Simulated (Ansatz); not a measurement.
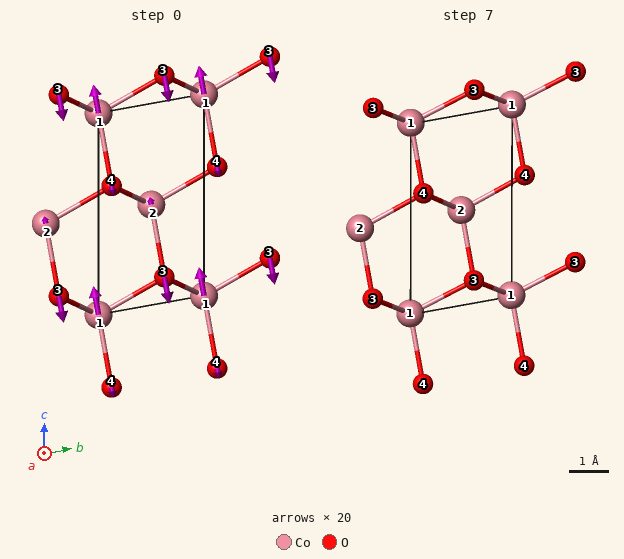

The structure of solid CoO (set up in R3m) before (left) and after (right) a relaxation, at one scale. The purple arrows give the displacements (the part carried along by the change of the cell is left out), 20 times their true length.

A ball-and-stick model of the reduced cell, seen along the a axis. Lengths and directions refer to the drawn axes.

Case: relaxed functional: LDA.

Method: DFT LDA, scalar-relativistic, plane waves, PAW (Ansatz 0.2.0). Set-up: plane-wave cutoff 420 eV; k-point mesh 18 × 18 × 18; occupations gaussian; smearing width 0.1 eV; collinear spin; cell and atoms relaxed; force threshold 0.01 eV/Å; at most 60 steps.

> Summarise the run.

The run was cut off at its time limit before the relaxation converged, so the last structure is only a point on the way. Over 7 geometry steps the energy falls by 102 meV per atom. Largest force component: 0.05 eV/Å at the start, 0.29 eV/Å at the end. The pressure goes from −18.23 to 0.07 GPa. Co1 moves most relative to the cell: 0.038 Å along [−1 −1 3]. Largest moves by element: Co 0.038 Å, O 0.035 Å. Cell: a = b 3.204 → 3.072 Å (−4.1 %), c 5.456 → 5.167 Å (−5.3 %), α 72.9° → 72.7°, β 72.9° → 72.7°. Volume −13.1 %. Some distances before and after: Co1–O3 1.963 → 1.857 Å, Co2–O4 1.963 → 1.872 Å, Co2–O3 1.909 → 1.850 Å, Co1–O4 1.909 → 1.855 Å. Bond angles that change, for instance: Co1–O3–Co2 109.6° → 107.2°, O3–Co1–O4 109.6° → 107.2°, Co1–O3–Co1 109.4° → 111.7°. The space group stays R3m (No. 160). The program noted that the starting moments weren't kept. The run took 17 min on 1 thread of Intel(R) Xeon(R) 6975P-C (Granite Rapids), on a shared host, peak memory 1.6 GiB.
